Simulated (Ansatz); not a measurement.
# Single-point calculation of WS$_{2}$ (part 2 of 2)

The same run, continued: WS$_{2}$ (C2/m, 6 atoms in the cell); DFT, r2SCAN+rVV10, plane waves, PAW, no spin polarisation (Ansatz 0.2.0); cutoff 500 eV, 10×10×4 k-mesh, Fermi–Dirac smearing of 0.03 eV. The structure was built on a prototype by a generator. The geometry comes from this level: r2scan-rvv10.

Geometry of the input (Å; fractional positions):
```
2.7757  -1.6054  -0.1590
2.7757  1.6054  -0.1590
-3.0272  0.0000  12.2756
W  0.3340  0.3340  0.7522
W  0.6660  0.6660  0.2478
S  -0.0856  -0.0856  0.6237
S  1.0856  1.0856  0.3763
S  0.7535  0.7535  0.8808
S  0.2465  0.2465  0.1192
```

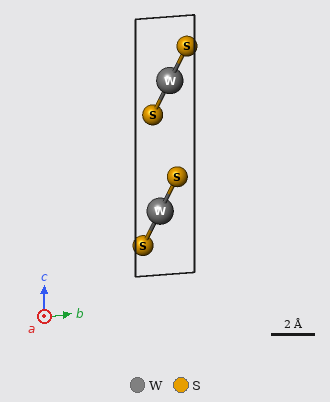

Figure 1. The structure as given in the input (ball-and-stick view of the reduced cell, along the a axis).

## File rho_z.tsv
```
# z_ang	rho[e/angstrom^3]
# format = ansatz-planar-average/11
# lattice	2.775653382	-1.605400649	-0.158979729
# lattice	2.775653382	1.605400649	-0.158979729
# lattice	-3.027174782	0.000000000	12.275627077
# sites	6
# site	74	-0.422925282	0.000000000	9.127263371
# site	74	2.947057264	0.000000000	2.830404249
# site	16	-2.363116526	0.000000000	7.683838364
# site	16	4.887248507	0.000000000	4.273829255
# site	16	1.516729825	0.000000000	10.572473630
# site	16	1.007402156	0.000000000	1.385193990
0.000000	6.049122e-2
0.117068	6.421197e-2
0.234136	7.567841e-2
0.351205	9.571230e-2
0.468273	1.254856e-1
0.585341	1.657763e-1
0.702409	2.154417e-1
0.819478	2.700699e-1
0.936546	3.222428e-1
1.053614	3.643679e-1
1.170682	3.927576e-1
1.287751	4.100943e-1
1.404819	4.236661e-1
1.521887	4.402969e-1
1.638955	4.618212e-1
1.756024	4.840353e-1
1.873092	5.003183e-1
1.990160	5.069750e-1
2.107228	5.087117e-1
2.224297	5.217277e-1
2.341365	5.672355e-1
2.458433	6.585221e-1
2.575501	7.901322e-1
2.692570	9.354454e-1
2.809638	1.059192e0
2.926706	1.138761e0
3.043774	1.175101e0
3.160843	1.181549e0
3.277911	1.162586e0
3.394979	1.107391e0
3.512047	1.005882e0
3.629115	8.681737e-1
3.746184	7.252592e-1
3.863252	6.107577e-1
3.980320	5.418153e-1
4.097388	5.140064e-1
4.214457	5.086660e-1
4.331525	5.055270e-1
4.448593	4.937937e-1
4.565661	4.735430e-1
4.682730	4.505940e-1
4.799798	4.310871e-1
4.916866	4.164816e-1
5.033934	4.020810e-1
5.151003	3.801067e-1
5.268071	3.449593e-1
5.385139	2.970995e-1
5.502207	2.425643e-1
5.619276	1.893069e-1
5.736344	1.434260e-1
5.853412	1.075761e-1
5.970480	8.166062e-2
6.087549	6.442473e-2
6.204617	5.462991e-2
6.321685	5.145912e-2
6.438753	5.462991e-2
6.555822	6.442473e-2
6.672890	8.166062e-2
6.789958	1.075761e-1
6.907026	1.434260e-1
7.024094	1.893069e-1
7.141163	2.425643e-1
7.258231	2.970995e-1
7.375299	3.449593e-1
7.492367	3.801067e-1
7.609436	4.020810e-1
7.726504	4.164816e-1
7.843572	4.310871e-1
7.960640	4.505940e-1
8.077709	4.735430e-1
8.194777	4.937937e-1
8.311845	5.055270e-1
8.428913	5.086660e-1
8.545982	5.140064e-1
8.663050	5.418153e-1
8.780118	6.107577e-1
8.897186	7.252592e-1
9.014255	8.681737e-1
9.131323	1.005882e0
9.248391	1.107391e0
9.365459	1.162586e0
9.482528	1.181549e0
9.599596	1.175101e0
9.716664	1.138761e0
9.833732	1.059192e0
9.950801	9.354454e-1
10.067869	7.901322e-1
10.184937	6.585221e-1
10.302005	5.672355e-1
10.419074	5.217277e-1
10.536142	5.087117e-1
10.653210	5.069750e-1
10.770278	5.003183e-1
10.887346	4.840353e-1
11.004415	4.618212e-1
11.121483	4.402969e-1
11.238551	4.236661e-1
11.355619	4.100943e-1
11.472688	3.927576e-1
11.589756	3.643679e-1
11.706824	3.222428e-1
11.823892	2.700699e-1
11.940961	2.154417e-1
12.058029	1.657763e-1
12.175097	1.254856e-1
12.292165	9.571230e-2
12.409234	7.567841e-2
12.526302	6.421197e-2
```

## File v_z.tsv
```
# z_ang	v_es[eV]	v_tot[eV]
# format = ansatz-planar-average/11
# xc	r2scan
# density_cutoff_ev	2500
# datasets	W=:simpson_from_first_knot:soft:shift=0	S=:simpson_from_first_knot:soft:shift=0
# lattice	2.775653382	-1.605400649	-0.158979729
# lattice	2.775653382	1.605400649	-0.158979729
# lattice	-3.027174782	0.000000000	12.275627077
# sites	6
# site	74	-0.422925282	0.000000000	9.127263371
# site	74	2.947057264	0.000000000	2.830404249
# site	16	-2.363116526	0.000000000	7.683838364
# site	16	4.887248507	0.000000000	4.273829255
# site	16	1.516729825	0.000000000	10.572473630
# site	16	1.007402156	0.000000000	1.385193990
0.000000	1.568622e1	9.784005e0
0.117068	1.561674e1	9.451114e0
0.234136	1.540100e1	8.786520e0
0.351205	1.501142e1	7.910347e0
0.468273	1.440389e1	6.697470e0
0.585341	1.347636e1	5.064100e0
0.702409	1.207758e1	2.898209e0
0.819478	1.022605e1	3.258316e-1
0.936546	8.201047e0	-2.425863e0
1.053614	6.390518e0	-4.887938e0
1.170682	5.039892e0	-6.797886e0
1.287751	4.152109e0	-8.247764e0
1.404819	3.601350e0	-9.281133e0
1.521887	3.272171e0	-9.939106e0
1.638955	3.102749e0	-1.028946e1
1.756024	3.084574e0	-1.030901e1
1.873092	3.260909e0	-1.010235e1
1.990160	3.659168e0	-9.695019e0
2.107228	4.094126e0	-9.222000e0
2.224297	4.111724e0	-9.245915e0
2.341365	3.349558e0	-1.017009e1
2.458433	1.792679e0	-1.203095e1
2.575501	-2.455959e-1	-1.451389e1
2.692570	-2.353690e0	-1.712404e1
2.809638	-4.233920e0	-1.939359e1
2.926706	-5.674596e0	-2.109055e1
3.043774	-6.527827e0	-2.208571e1
3.160843	-6.710767e0	-2.229334e1
3.277911	-6.205589e0	-2.171366e1
3.394979	-5.061311e0	-2.037116e1
3.512047	-3.390986e0	-1.839194e1
3.629115	-1.373798e0	-1.592000e1
3.746184	7.450930e-1	-1.330993e1
3.863252	2.605156e0	-1.107066e1
3.980320	3.803471e0	-9.638448e0
4.097388	4.170379e0	-9.165529e0
4.214457	3.897165e0	-9.444898e0
4.331525	3.440846e0	-9.928172e0
4.448593	3.149821e0	-1.022319e1
4.565661	3.078154e0	-1.033011e1
4.682730	3.175412e0	-1.014678e1
4.799798	3.421406e0	-9.639232e0
4.916866	3.851971e0	-8.806888e0
5.033934	4.554979e0	-7.561552e0
5.151003	5.663183e0	-5.898677e0
5.268071	7.260144e0	-3.707416e0
5.385139	9.229445e0	-1.035148e0
5.502207	1.122850e1	1.692111e0
5.619276	1.289270e1	4.094838e0
5.736344	1.406373e1	6.001833e0
5.853412	1.483478e1	7.497871e0
5.970480	1.535273e1	8.627320e0
6.087549	1.568355e1	9.381485e0
6.204617	1.586771e1	1.002118e1
6.321685	1.592626e1	1.035487e1
6.438753	1.586771e1	1.002118e1
6.555822	1.568355e1	9.381485e0
6.672890	1.535273e1	8.627320e0
6.789958	1.483478e1	7.497871e0
6.907026	1.406373e1	6.001833e0
7.024094	1.289270e1	4.094838e0
7.141163	1.122850e1	1.692111e0
7.258231	9.229445e0	-1.035148e0
7.375299	7.260144e0	-3.707416e0
7.492367	5.663183e0	-5.898677e0
7.609436	4.554979e0	-7.561552e0
7.726504	3.851971e0	-8.806888e0
7.843572	3.421406e0	-9.639232e0
7.960640	3.175412e0	-1.014678e1
8.077709	3.078154e0	-1.033011e1
8.194777	3.149821e0	-1.022319e1
8.311845	3.440846e0	-9.928172e0
8.428913	3.897165e0	-9.444898e0
8.545982	4.170379e0	-9.165529e0
8.663050	3.803471e0	-9.638448e0
8.780118	2.605156e0	-1.107066e1
8.897186	7.450930e-1	-1.330993e1
9.014255	-1.373798e0	-1.592000e1
9.131323	-3.390986e0	-1.839194e1
9.248391	-5.061311e0	-2.037116e1
9.365459	-6.205589e0	-2.171366e1
9.482528	-6.710767e0	-2.229334e1
9.599596	-6.527827e0	-2.208571e1
9.716664	-5.674596e0	-2.109055e1
9.833732	-4.233920e0	-1.939359e1
9.950801	-2.353690e0	-1.712404e1
10.067869	-2.455959e-1	-1.451389e1
10.184937	1.792679e0	-1.203095e1
10.302005	3.349558e0	-1.017009e1
10.419074	4.111724e0	-9.245915e0
10.536142	4.094126e0	-9.222000e0
10.653210	3.659168e0	-9.695019e0
10.770278	3.260909e0	-1.010235e1
10.887346	3.084574e0	-1.030901e1
11.004415	3.102749e0	-1.028946e1
11.121483	3.272171e0	-9.939106e0
11.238551	3.601350e0	-9.281133e0
11.355619	4.152109e0	-8.247764e0
11.472688	5.039892e0	-6.797886e0
11.589756	6.390518e0	-4.887938e0
11.706824	8.201047e0	-2.425863e0
11.823892	1.022605e1	3.258316e-1
11.940961	1.207758e1	2.898209e0
12.058029	1.347636e1	5.064100e0
12.175097	1.440389e1	6.697470e0
12.292165	1.501142e1	7.910347e0
12.409234	1.540100e1	8.786520e0
12.526302	1.561674e1	9.451114e0
```

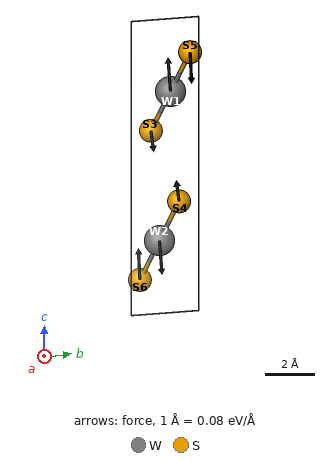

Figure 2. Forces on the atoms as black arrows (ball-and-stick view of the reduced cell, along the a axis; atoms are numbered from 1 in the order of the input). The largest act on W1, W2 (0.11 eV/Å); S5, S6 (0.11 eV/Å); S3, S4 (0.07 eV/Å). The geometry is not a stationary point of this energy.

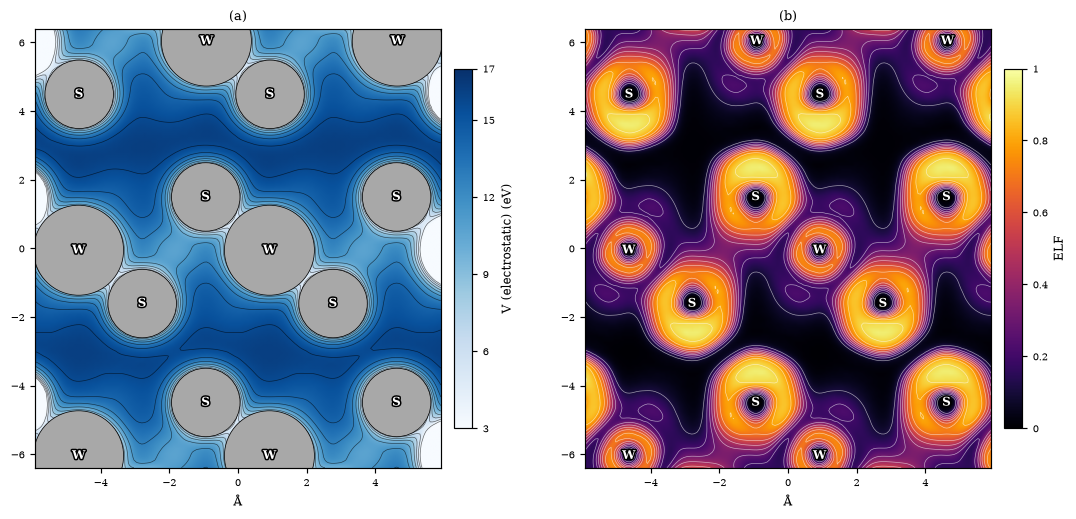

Figure 3. (a) electrostatic potential (local pseudopotential plus Hartree) felt by an electron; (b) ELF on the (010) plane of the conventional cell. Grey discs, where drawn, cover atomic cores. Atoms in the plane: W and S. W–S (2.42 Å): the ELF is about 0.40 at the midpoint. The strong features right at W lie inside the PAW spheres (semicore, d or f shells) and say nothing about bonding. Outside the cores the potential energy rises away from the atoms and is highest about 2.3 Å from the nearest atoms; outside the discs it spans about 13 eV, and its zero is arbitrary. In a PAW calculation such maps are meaningful between the atoms, not at the nuclei.

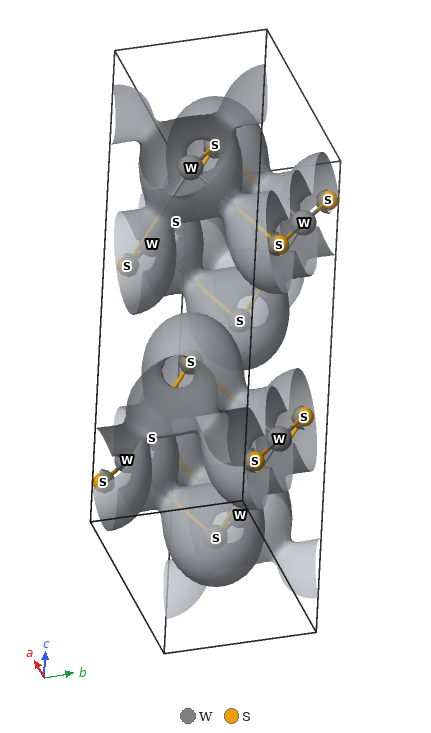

Figure 4. Isosurface of the valence charge density (pseudo) at 0.5 e/Å³ (grey), seen at an oblique angle. Sticks mark near contacts. The outline is the cell set on symmetry axes. At this value the density is joined into sheets; it holds about 70 % of the electrons treated as valence (semicore included). On the grid the lowest density along these lines, outside the cores, is 0.59 e/Å³ (W–S, 2.42 Å).

## Summary

- outcome: converged
- space group (tolerance 0.01 Å): C2/m (12)
- electrons treated: 52
- free energy: −24413.6170 eV
- Fermi energy: 11.681 eV
- band gap: none (metallic)
- pressure: 0.07 GPa
- largest force (length of the vector): 0.114 eV/Å
- wall time: 44 s (CPU time 86 s)
- peak memory: 0.99 GiB

Spin–orbit coupling is left out, which matters for W.
